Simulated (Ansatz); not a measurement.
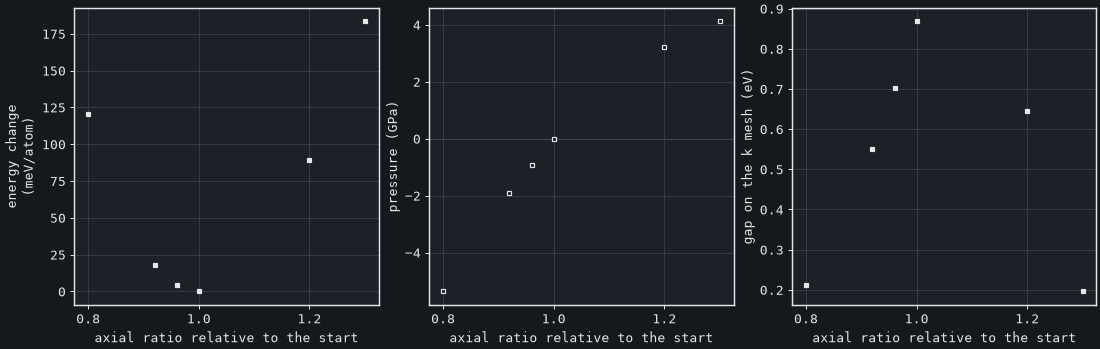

Plotted: energy change, pressure and gap on the k mesh against relative axial ratio for PtSe₂, space group P-3m1 (No. 164).

Starting cell:
```
CELL_PARAMETERS angstrom
3.75166 0.00000 0.00000
-1.87583 3.24903 0.00000
0.00000 0.00000 6.52688
ATOMIC_POSITIONS crystal
Pt 0.00000 0.00000 0.00000
Se 0.33333 0.66667 0.20019
Se 0.66667 0.33333 0.79981
```

Calculation (Ansatz 0.2.0): deformation of a crystal at fixed volume, lengths along the axis scaled against those across it, fractional coordinates fixed, by plane-wave density functional theory with PAW datasets, free energies less that of the undisturbed cell, pressure positive in compression; scalar-relativistic. Level: PBE, no spin polarisation.

wave cutoff 420 eV; k mesh 12×12×6; occupations Gaussian; smearing width 0.05 eV; k shift (0, 0, 0) (mesh steps); start relaxed; path axial; axis direction (0, 0, 1) (Cartesian unit vector).

The points at relative axial ratio 0.85, 1.05 and 1.10 are left out of the plot. What values does the calculation give there?

| axial ratio relative to the start | energy change (meV/atom) | pressure (GPa) | gap on the k mesh (eV) |
| --- | --- | --- | --- |
| 0.85 | 66 | −3.846 | 0.370 |
| 1.05 | 6 | 0.995 | 1.047 |
| 1.10 | 24 | 1.865 | 0.961 |

Keep in mind: shape and atomic fractions are frozen while scaling, which makes layered, chain and framework solids too stiff.
